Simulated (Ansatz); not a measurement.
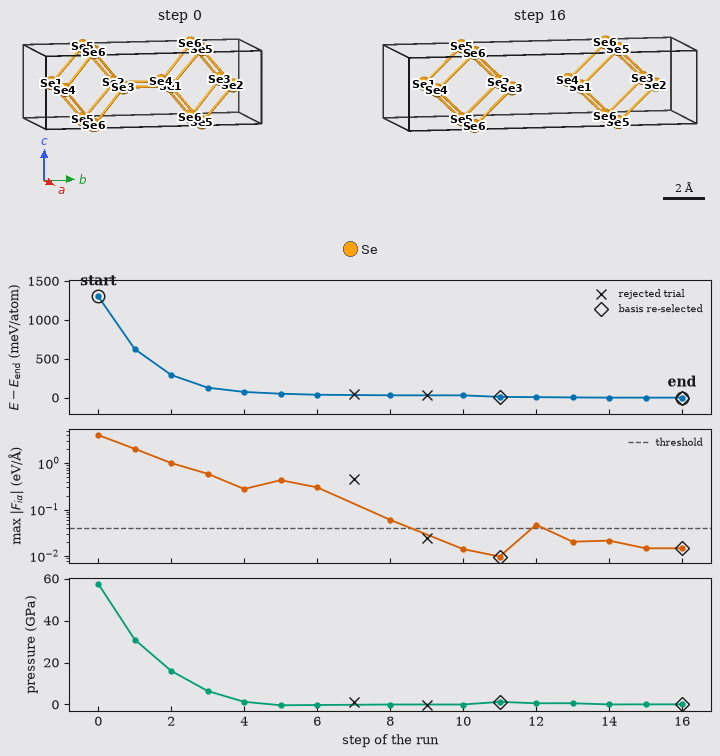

First and last geometry of a relaxation of solid Se (a generated structure, set up in Cmmm) (coarse preliminary run), with the history of the run. Style: ball-and-stick. Shown: the conventional cell (2 times the calculation's cell), slightly off an axis. Lengths and directions refer to the drawn axes.

Theory: DFT PBE, scalar-relativistic, plane waves, PAW (Ansatz). Settings: plane-wave cutoff 420 eV; k-point mesh 4 × 4 × 6; occupations gaussian; smearing width 0.1 eV; no spin polarisation; cell and atoms relaxed; force threshold 0.04 eV/Å; at most 70 steps.

**Read the history and describe the run.**

It converged. The largest moves relative to the cell, 0.27 Å, are those of Se1, Se2, Se3 and Se4. Se4 goes roughly along [−3 1 0]. Cell: a 5.160 → 5.848 Å (+13.3 %), b 11.005 → 14.701 Å (+33.6 %), c 3.667 → 3.662 Å (−0.1 %). Volume +51.2 %. Some distances before and after: Se1–Se2 3.259 → 4.579 Å, Se1–Se3 2.418 → 3.527 Å, Se1–Se4 2.186 → 2.919 Å, Se1–Se2 (another image) 3.110 → 3.823 Å. Bonds break: Se1–Se3 (2.42 → 3.53 Å), Se2–Se4 (2.42 → 3.53 Å). Among the angles between lasting bonds that change: Se3–Se6–Se4 80.6° → 92.5°, Se6–Se4–Se6 99.4° → 87.5°, Se1–Se4–Se6 94.7° → 90.1°. The space group (tolerance 0.01 Å) goes from Cmmm (No. 65) to Pmmm (No. 47). The energy falls by 1302 meV per atom in 12 accepted moves (16 points after the start). The largest force component goes from 4 to 0.015 eV/Å. Pressure: 57.52 GPa at the start and 0.07 GPa at the end. The line search rejected the trial steps at points 7, 9 of the run. At 2 points the geometry stayed and the basis and grid were re-selected for the new cell (energy shift of 19.4 meV per atom at most each time).
